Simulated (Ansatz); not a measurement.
Consider Mg.

Input

```
crystal:
  lattice:
    - [4.4343343, 0.0, 0.0]
    - [0.0, 4.39043, 0.0]
    - [0.0, 0.0, 4.39043]
  atoms:
    - { symbol: Mg, position: [0.0, 0.5, 0.5] }
    - { symbol: Mg, position: [0.5, 0.0, 0.5] }
    - { symbol: Mg, position: [0.5, 0.5, 0.0] }
hamiltonian:
  xc: pbe
  pseudopotentials: { kind: paw }
kpoints:
  mp_grid: { grid: [6, 6, 6] }
scf:
  occupations: { method: fermi_dirac, width: 0.05 }
output:
  forces: true
  stress: true
  eigenvalues: true
  write_density: true
  write_potential: true
  elf: true
  volumetric_format: npy
relax:
  f_tol: 0.01
  max_steps: 40
```

Launched as:

```sh
ansatz run input.yaml --threads 2 --pin off --max-ram 5632MiB --backend cpu --events-out ev --progress --plain --runs-dir out
```

Below, planes, directions and counts refer to the conventional cell (a = 4.39 Å, b = 4.39 Å, c = 4.43 Å, α = 90.00°, β = 90.00°, γ = 90.00°).

The fields are those of the relaxed geometry.

Space group P4/mmm; a generated structure, not necessarily the stable one.

All numbers below come from Kohn-Sham DFT of a periodic cell, PBE, Ansatz PAW (Ansatz 0.2.0).

Q: What can the converged valence pseudo-density and electron localisation function tell about the bonding?

A: Mg–Mg (3.12 Å): ρ at the midpoint is about 0.1 e/Å³; the ELF peaks at about 0.65 between the atoms.

Q: Metal or insulator at this level of theory?

A: It is gapless in this calculation (a metal or semimetal).

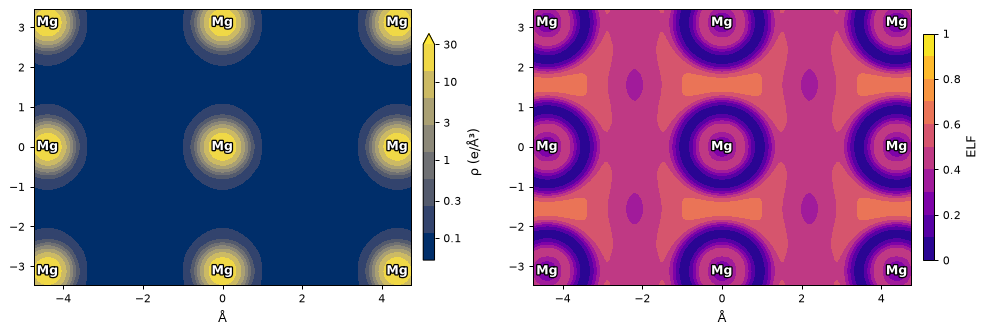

Computed valence pseudo-density and electron localisation function on the (101) plane of the conventional cell, in this order. 

The density is the valence pseudo-density of a PAW calculation; it isn't the true density close to the nuclei.
